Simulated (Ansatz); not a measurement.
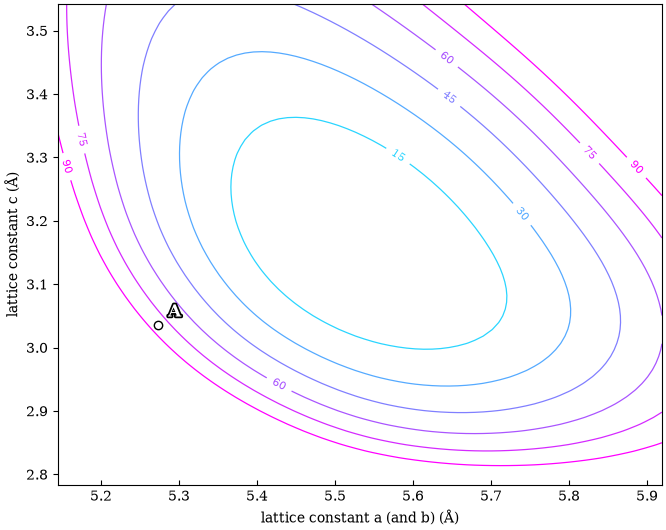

GaSb (I-4m2, No. 119; 2 atoms in the cell). The energy is mapped over the lattice constants a and c of the conventional cell. Coordinates scanned: (1) lattice constant a (and b); (2) lattice constant c. Nothing is relaxed (symmetry fixes all fractional coordinates). The grid has 7 × 7 points. All energies are given in meV/atom relative to the lowest grid point. Level of theory: DFT PBE, scalar-relativistic, plane waves, PAW (Ansatz 0.2.0). Settings: cutoff 420 eV, k-mesh 16×16×16, gaussian smearing 0.15 eV, no spin polarisation.

In the figure: contour lines labelled in meV/atom (none above 90), the point A. Between grid points the surface is interpolated.

> Is A at rest? If not, where is it pushed?

A, at lattice constant a (and b) = 5.274 Å, lattice constant c = 3.036 Å, is not a stationary point. The computed force is 510 meV/atom for each Å towards larger values of lattice constant a (and b) and 380 meV/atom for each Å towards larger values of lattice constant c.

PAW datasets: the set soft_1.
